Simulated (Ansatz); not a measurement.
**Zr6Si6O23 (cell with a defect): density, localisation and related maps**

Input file:

```
crystal:
  lattice:
    - [-6.6161706959, 0.0, 0.0]
    - [0.0, 6.6161706959, 0.0]
    - [3.308085348, -3.308085348, -8.9654081506]
  atoms:
    - { symbol: Zr, position: [0.0, 0.0, 0.0] }
    - { symbol: Zr, position: [0.3333333333, 0.3333333333, 0.6666666667] }
    - { symbol: Zr, position: [0.6666666667, 0.6666666667, 0.3333333333] }
    - { symbol: Zr, position: [0.25, 0.75, 0.5] }
    - { symbol: Zr, position: [0.5833333333, 0.0833333333, 0.1666666667] }
    - { symbol: Zr, position: [0.9166666667, 0.4166666667, 0.8333333333] }
    - { symbol: Si, position: [0.8329854901, 0.8354125452, 0.6644966833], spin: 2.0 }
    - { symbol: Si, position: [0.1666666667, 0.1666666667, 0.3333333333] }
    - { symbol: Si, position: [0.5, 0.5, 1.0] }
    - { symbol: Si, position: [0.75, 0.25, 0.5] }
    - { symbol: Si, position: [0.0833333333, 0.5833333333, 0.1666666667] }
    - { symbol: Si, position: [0.4166666667, 0.9166666667, 0.8333333333] }
    - { symbol: O, position: [0.2270071073, 0.0426362904, 0.4540142146] }
    - { symbol: O, position: [0.5603404406, 0.3759696237, 0.1206808812] }
    - { symbol: O, position: [0.6259696237, 0.3103404406, 0.6206808812] }
    - { symbol: O, position: [0.959302957, 0.643673774, 0.2873475479] }
    - { symbol: O, position: [0.2926362904, 0.9770071073, 0.9540142146] }
    - { symbol: O, position: [0.9947112575, 0.3103404406, 0.6206808812] }
    - { symbol: O, position: [0.3280445909, 0.643673774, 0.2873475479] }
    - { symbol: O, position: [0.6613779242, 0.9770071073, 0.9540142146] }
    - { symbol: O, position: [0.2270071073, 0.4113779242, 0.4540142146] }
    - { symbol: O, position: [0.5603404406, 0.7447112575, 0.1206808812] }
    - { symbol: O, position: [0.893673774, 0.0780445909, 0.7873475479] }
    - { symbol: O, position: [0.9573637096, 0.7729928927, 0.5459857854] }
    - { symbol: O, position: [0.290697043, 0.106326226, 0.2126524521] }
    - { symbol: O, position: [0.6240303763, 0.4396595594, 0.8793191188] }
    - { symbol: O, position: [0.6896595594, 0.3740303763, 0.3793191188] }
    - { symbol: O, position: [0.0229928927, 0.7073637096, 0.0459857854] }
    - { symbol: O, position: [0.356326226, 0.040697043, 0.7126524521] }
    - { symbol: O, position: [0.6896595594, 0.0052887425, 0.3793191188] }
    - { symbol: O, position: [0.0229928927, 0.3386220758, 0.0459857854] }
    - { symbol: O, position: [0.356326226, 0.6719554091, 0.7126524521] }
    - { symbol: O, position: [0.9219554091, 0.106326226, 0.2126524521] }
    - { symbol: O, position: [0.2552887425, 0.4396595594, 0.8793191188] }
    - { symbol: O, position: [0.5886220758, 0.7729928927, 0.5459857854] }
  host:
    lattice:
      - [-3.308085348, 3.308085348, 2.9884693835]
      - [3.308085348, -3.308085348, 2.9884693835]
      - [3.308085348, 3.308085348, -2.9884693835]
    atoms:
      - { symbol: Zr, position: [0.0, 0.0, 0.0] }
      - { symbol: Zr, position: [0.75, 0.25, 0.5] }
      - { symbol: Si, position: [0.5, 0.5, 0.0] }
      - { symbol: Si, position: [0.25, 0.75, 0.5] }
      - { symbol: O, position: [0.1346078612, 0.3189786781, 0.8156291831] }
      - { symbol: O, position: [0.0689786781, 0.753349495, 0.6843708169] }
      - { symbol: O, position: [0.0689786781, 0.3846078612, 0.3156291831] }
      - { symbol: O, position: [0.503349495, 0.3189786781, 0.1843708169] }
      - { symbol: O, position: [0.6810213219, 0.496650505, 0.8156291831] }
      - { symbol: O, position: [0.6153921388, 0.9310213219, 0.6843708169] }
      - { symbol: O, position: [0.246650505, 0.9310213219, 0.3156291831] }
      - { symbol: O, position: [0.6810213219, 0.8653921388, 0.1843708169] }
basis:
  ecutwfc: 420
  xc_grid: 2
kpoints:
  mp_grid: { grid: [2, 2, 2], shift: [0.0, 0.0, 0.0] }
hamiltonian:
  xc: pbesol
scf:
  occupations: { method: gaussian, width: 0.02 }
  lower_state_search: "off"
output:
  forces: true
  stress: false
  eigenvalues: true
  populations: true
  charged_corrections:
    defect_position: [0.89367377, 0.70930296, 0.78734755]
    epsilon: [[13.0019, 0.0, 0.0], [0.0, 13.0019, 0.0], [0.0, 0.0, 12.2346]]
  write_density: true
  write_potential: true
  elf: true
  volumetric_format: npy
magnetization:
  spin_polarized: true
relax:
  adjacent_minimum: "off"
  f_tol: 0.03
  max_steps: 40
```

Command:

```sh
ansatz run input.yaml --threads 8 --pin off --max-ram 16384MiB --backend cpu --events-out ev --progress --plain --runs-dir out
```

The fields are those of the run's last geometry, not of the input's.

The program warned that a starting moment wasn't kept; spin-polarised, but the moments vanished.

Theory: DFT PBEsol, scalar-relativistic, plane waves, PAW (Ansatz 0.2.0).

The density is the valence pseudo-density of a PAW calculation; it isn't the true density close to the nuclei.

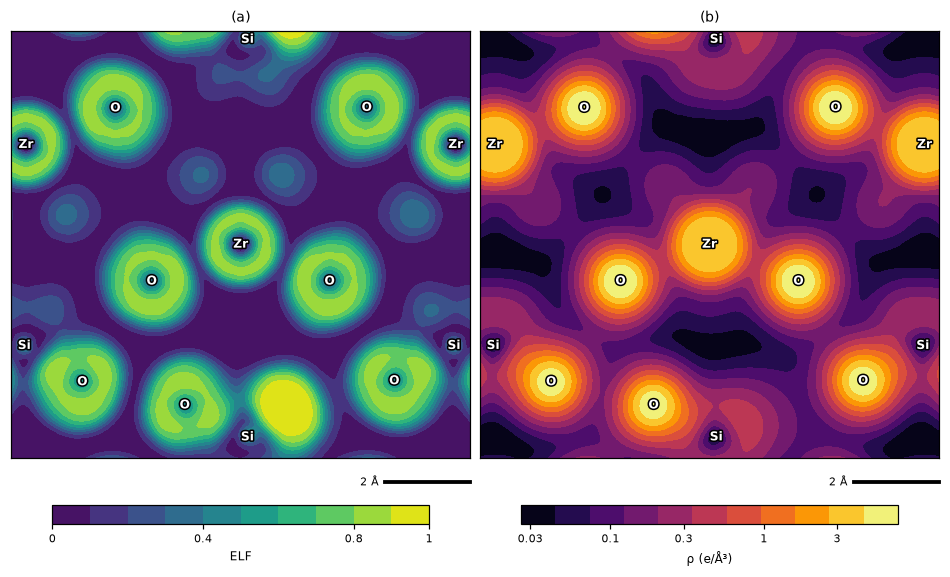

Figure 1. (a) electron localisation function; (b) valence charge density (pseudo) on the (110) plane of the calculation cell.

**What do the fields say about this system?**

- The plane passes through Zr, Si and O nuclei.
- Si–O (1.63 Å): ρ is about 1.2 e/Å³ halfway; the ELF peaks at about 0.85 between the atoms; a shared but strongly polarised pair.
- Si–O (1.69 Å): ρ at the midpoint is about 1.1 e/Å³; the ELF peaks at about 0.85 between the atoms (a polar covalent bond).
- Zr–O (2.27 Å): ρ is about 0.45 e/Å³ halfway; the ELF peaks at about 0.85 in the valence shell of O, 0.7 Å from its nucleus, and drops to about 0.15 between the two atoms: no shared electron pair shows on this line.
- Between the atoms the lowest density in this plane is 0.03 e/Å³.
- The ELF also peaks beside Si, away from the bonds: lone-pair regions.
- The features right at Zr lie inside the PAW spheres, where the map follows smoothed inner orbitals and isn't to be read closely.

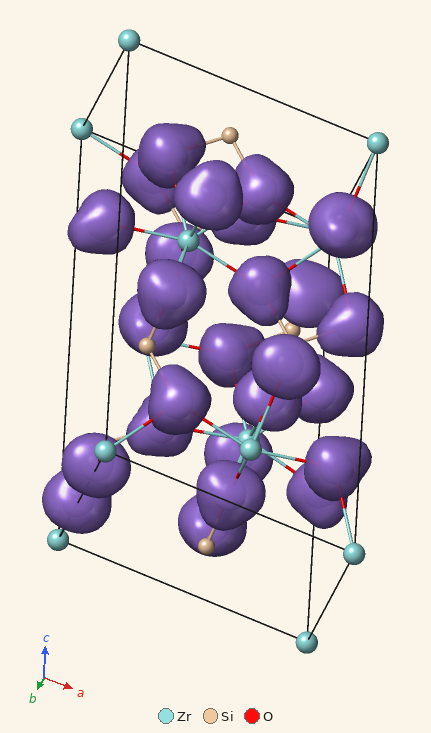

Figure 2. Isosurface of the ELF at 0.75 (purple), seen at an oblique angle. Core shells and regions of very low density are left out. Sticks mark near contacts.

**Describe the localisation domains.**

The surface consists of 23 regions on O in which the atom's valence shell and bonds are merged and one region wrapped around Si (its valence shell), counted in one cell of 35 atoms. Any copies at cell faces, edges or corners count once.


 Zr–O (2.12 Å): the ELF peaks at about 0.85 in the valence shell of O, 0.6 Å from its nucleus, and drops to about 0.20 between the two atoms: no shared electron pair shows on this line.

**Does the calculation make it a metal, or give it a gap?**

It is gapped, with a Kohn–Sham gap of 2.6 eV on the k-point mesh, an upper bound to the gap of this method.
